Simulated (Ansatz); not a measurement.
**Si16Ni (cell with a defect): density, localisation and related maps**

```xyz
17
Lattice="0.0000 5.4019 -5.4019 5.4019 5.4019 0.0000 5.4019 0.0000 -5.4019" Properties=species:S:1:pos:R:3 pbc="T T T"
Si    1.2545    1.3244   -1.3212
Si    4.0831    4.1528   -1.3224
Si    1.5505    3.8566   -3.8602
Si    3.9780    6.8309   -4.1262
Si    4.0891    1.3197   -4.1648
Si    6.6924    4.1184   -4.1131
Si    3.9799    4.1299   -6.8327
Si    6.6799    6.8306   -6.8332
Si    5.3323    5.4774   -2.7863
Si    2.8899    2.5173   -2.5272
Si    5.4667    8.1616   -5.3427
Si    2.6473    5.3424   -5.3426
Si    8.0161    5.4744   -5.4787
Si    5.3363    2.7945   -5.4777
Si    8.0412    8.1710   -8.1690
Si    5.4689    5.3414   -8.1685
Ni    0.2566    5.1485   -5.1600
```

The program warned that a starting moment wasn't kept; spin-polarised, but the moments vanished.

Level of theory: Ansatz 0.2.0, DFT LDA, scalar-relativistic, plane waves, PAW.

In a PAW calculation such maps are meaningful between the atoms, not at the nuclei.

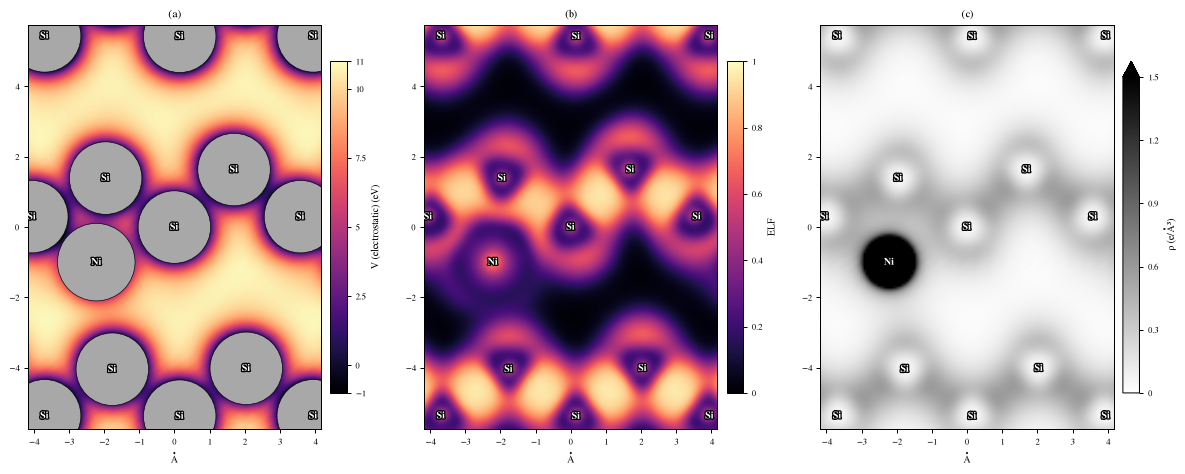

Figure 1. (a) electrostatic potential (local pseudopotential plus Hartree) felt by an electron; (b) ELF; (c) valence charge density (pseudo) on the (011̄) plane of the calculation cell. Grey discs cover the atomic cores in the potential map.

### Interpret the plot.

- Atoms in the plane: Si and Ni.
- Si–Ni (2.24 Å): the density is about 0.51 e/Å³ at the midpoint; the ELF peaks at about 0.55 in the valence shell of Si, 0.9 Å from its nucleus, and is about 0.40 at the midpoint.
- Si–Si (2.32 Å): ρ is about 0.57 e/Å³ halfway; the ELF peaks at about 0.95 between the atoms.
- Si–Si (2.36 Å): the density is about 0.55 e/Å³ at the midpoint; the ELF peaks at about 0.95 between the atoms.
- Si–Si (2.40 Å): ρ is about 0.49 e/Å³ halfway; the ELF peaks at about 0.90 between the atoms.
- Si–Ni (2.41 Å): ρ at the midpoint is about 0.41 e/Å³; the ELF peaks at about 0.65 in the valence shell of Si, 0.9 Å from its nucleus, and is about 0.40 at the midpoint.
- Between the atoms the lowest density in this plane is 0.02 e/Å³.
- The features right at Ni lie inside the PAW spheres, where the map follows smoothed inner orbitals and isn't to be read closely.
- Outside the cores the potential energy rises away from the atoms and is highest about 2.2 Å from the nearest atoms; its zero is arbitrary.

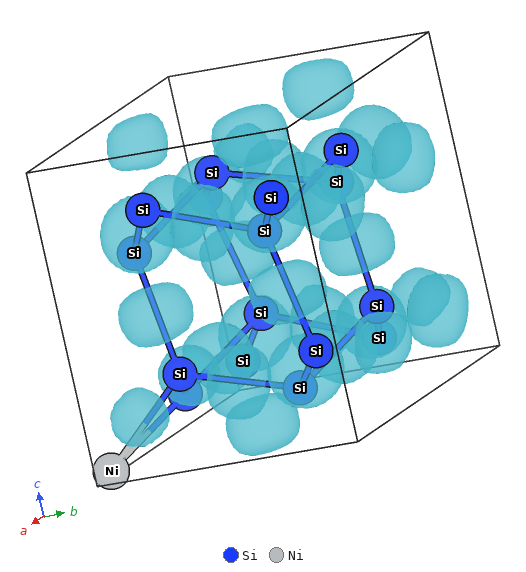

Figure 2. Isosurface of the electron localisation function at 0.8 (cyan), seen slightly off an axis. Core shells and regions of very low density are left out. Sticks mark near contacts.

### Describe the localisation domains.

At this value the surface marks out 32 regions between bonded Si–Si atoms (shared pairs), counted in one cell of 17 atoms. Regions shared between cells count once.

### Metal or insulator at this level of theory?

It is gapped, with a Kohn–Sham gap of 0.45 eV on the k-point mesh (the band edges may lie off the mesh, which would make the gap smaller).
